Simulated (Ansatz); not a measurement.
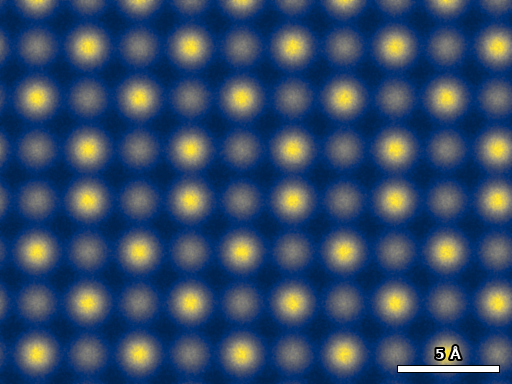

Dark-field STEM-like image of SnSe (P4/nmm, No. 129) along [001]. Simulated incoherent Z contrast: every atom adds Z^1.7 spread by a probe of 1.30 Å full width; channelling and multiple scattering are left out. The probe carries 15 % of its weight in a tail 2.5 times as wide. Shot noise was added.

One planar defect was built into the perfect crystal by geometry alone, without relaxation. Host structure: the end point of a relaxation with DFT PBE, scalar-relativistic, plane waves, PAW (Ansatz); the starting structure was generated, so it need not be a known form of this composition.

Find the planar defect and say what kind it is.

A planar fault (a stacking fault or antiphase boundary) runs horizontally about 9 Å below the top edge. The part above it is shifted along the boundary by 1/2 of the 5.17 Å repeat of the rows (2.6 Å to the right, the same as to the left); both parts keep the same orientation.
